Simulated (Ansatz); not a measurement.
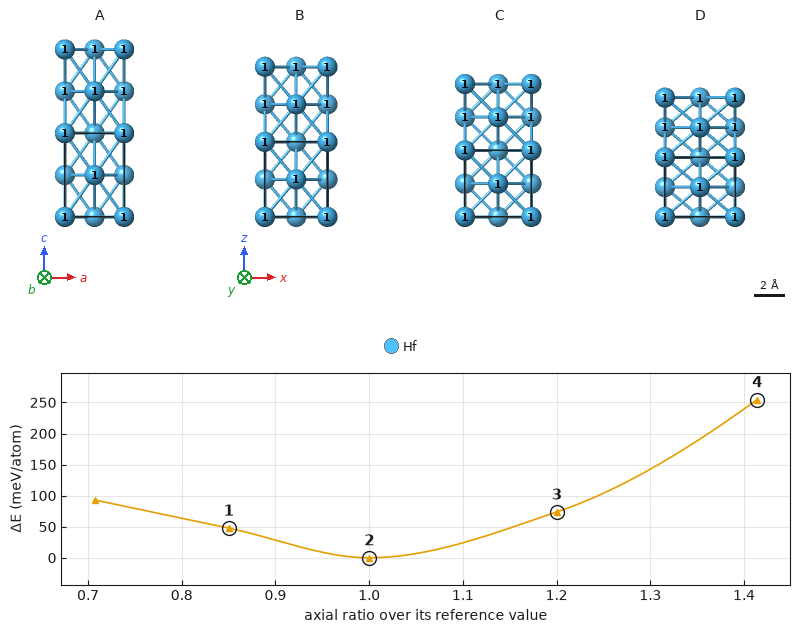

Energy scan for crystalline Hf (Fm-3m), in which the ratio of the cell's length along z to its lengths across, counted as 1 for the reference, is changed at fixed volume (a tetragonal or Bain path), with the atoms kept at their fractional coordinates. x, y and z are the Cartesian axes of the input. The frames are shuffled; the numbered points of the plot belong to them. The picture is a ball-and-stick view of the conventional cell (4 times the calculation's cell), repeated 1 × 2 × 2 with one cell outlined, seen along the b axis. Lengths and directions refer to the drawn axes.

The calculation used Ansatz 0.2.0, DFT LDA, scalar-relativistic, plane waves, PAW. Settings: plane-wave cutoff 420 eV; k-point mesh 20 × 20 × 20; occupations gaussian; smearing width 0.15 eV; no spin polarisation. Energies (free energies at the smearing named) are counted from the cell as listed in its source, which wasn't relaxed.

### Match the frames to the points.

Point 1 is frame D (the relative ratio 0.85, 47.7 meV/atom); 2 is frame C (the relative ratio 1.00, 0.0 meV/atom); 3 is frame B (the relative ratio 1.20, 73.6 meV/atom); 4 is frame A (the relative ratio 1.414, 254.6 meV/atom). Of the computed points the lowest is at the relative ratio 1.00, 0.0 meV/atom. At the ends of the scan the energy is 93.0 meV/atom (0.707) and 254.6 meV/atom (1.414). The unrelaxed reference is under a pressure of −5.7 GPa. The distortion takes the space group from Fm-3m to I4/mmm, except for Im-3m at 0.707. At the relative ratio 1.414 the cell of the drawing goes a 4.440 → 3.956 Å, b 4.440 → 3.956 Å, c 4.440 → 5.593 Å.
